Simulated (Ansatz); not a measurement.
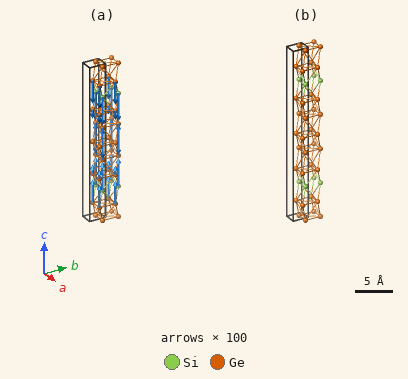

The structure of crystalline SiGe4 (a generated structure, set up in P-6m2) before (left) and after (right) a relaxation, at one scale. The blue arrows give the displacements (the part carried along by the change of the cell is left out), 100 times their true length.

The picture is a ball-and-stick view of the cell of the calculation, repeated 2 × 2 × 1 with one cell outlined, seen slightly off an axis.

Method: DFT PBE, scalar-relativistic, plane waves, PAW (Ansatz). Set-up: plane-wave cutoff 420 eV; k-point mesh 12 × 12 × 2; occupations gaussian; smearing width 0.1 eV; no spin polarisation; cell and atoms relaxed; force threshold 0.01 eV/Å; at most 80 steps.

What changed between the two?

Answer. The energy falls by 0.398 eV per cell of the calculation in 13 accepted moves (16 points after the start). The largest force component goes from 0.24 to 0.0036 eV/Å. The pressure goes from 0.36 to 0.01 GPa. The line search rejected the trial step at point 7 of the run. The SCF was repeated twice at an unchanged geometry on a basis and grid sized afresh for the cell, which shifted the energy by 6.1 meV per cell of the calculation at most. The largest moves relative to the cell, 0.043 Å, are those of Ge atoms. By element the largest moves are Ge 0.043 Å, Si 0.039 Å. The drawn cell changes as follows: a = b 3.169 → 2.997 Å (−5.4 %), c 21.442 → 23.694 Å (+10.5 %); the volume changes by −1.2 %. Near-neighbour distances that change, for instance: Ge–Ge 3.169 → 2.997 Å, Ge–Ge 2.899 → 3.053 Å, Ge–Ge 2.878 → 3.030 Å, Ge–Si 2.720 → 2.824 Å. Bond angles that change, for instance: Ge–Si–Ge 95.7° → 104.3°, Ge–Ge–Ge 100.6° → 108.3°, Ge–Si–Ge 71.3° → 64.1°. The space group stays P-6m2 (No. 187). The run took 13 min on 1 thread of Intel(R) Xeon(R) Processor @ 2.70GHz (shared host), peak memory 0.69 GiB.
